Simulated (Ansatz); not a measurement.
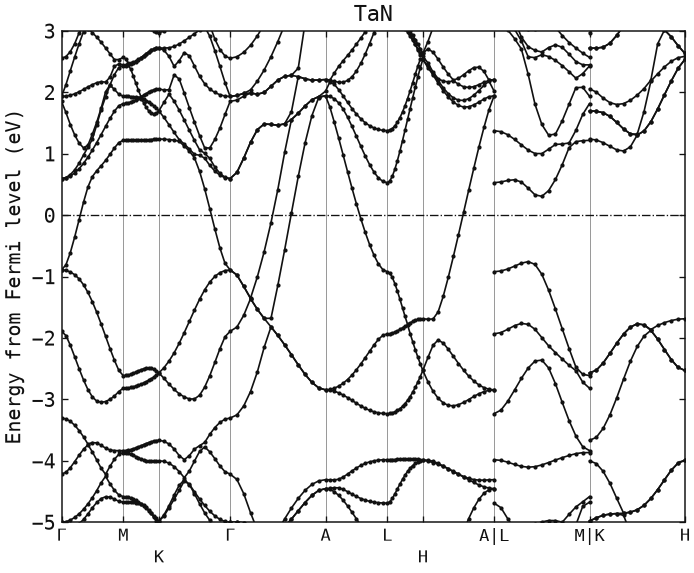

Band structure. Energies are counted from the Fermi level.

What lattice type does the k path imply?

Answer. A hexagonal (primitive) lattice: the path Γ–M–K–Γ–A–L–H–A|L–M|K–H runs through the special points of its Brillouin zone.

System: TaN, space group P-62m, 6 atoms in the cell.

```cif
data_structure
_symmetry_space_group_name_H-M 'P 1'
_symmetry_Int_Tables_number 1
_cell_length_a 5.1960
_cell_length_b 5.1960
_cell_length_c 2.9110
_cell_angle_alpha 90.000
_cell_angle_beta 90.000
_cell_angle_gamma 120.000
_cell_volume 68.06
loop_
_atom_site_label
_atom_site_type_symbol
_atom_site_fract_x
_atom_site_fract_y
_atom_site_fract_z
_atom_site_occupancy
Ta1 Ta 0.00000 0.00000 0.00000 1
Ta2 Ta 0.66667 0.33333 0.50000 1
Ta3 Ta 0.33333 0.66667 0.50000 1
N1 N 0.00000 0.39285 0.00000 1
N2 N 0.60715 0.60715 0.00000 1
N3 N 0.39285 0.00000 0.00000 1
```

Level of theory: PBEsol, Ansatz PAW, no spin polarisation, no spin-orbit coupling, 6×6×9 k mesh, 420 eV cutoff, Fermi-Dirac smearing of 0.05 eV; code Ansatz.

Does this material conduct, going by its bands?

Answer. A metal: 2 bands cross the Fermi level along this path.

On which lines of the path do bands cross the Fermi level?

Answer. Bands cross the Fermi level on Γ–M, K–Γ, Γ–A, A–L and H–A, and not on M–K, L–H, L–M and K–H.

Which levels at H lie nearest to the Fermi level?

Answer. At H the nearest levels lie 1.69 eV below and 2.54 eV above the Fermi level.

Spin-orbit coupling is left out, which matters for Ta. The PAW data sets were made with another functional. The cell is at −4 GPa in this functional.
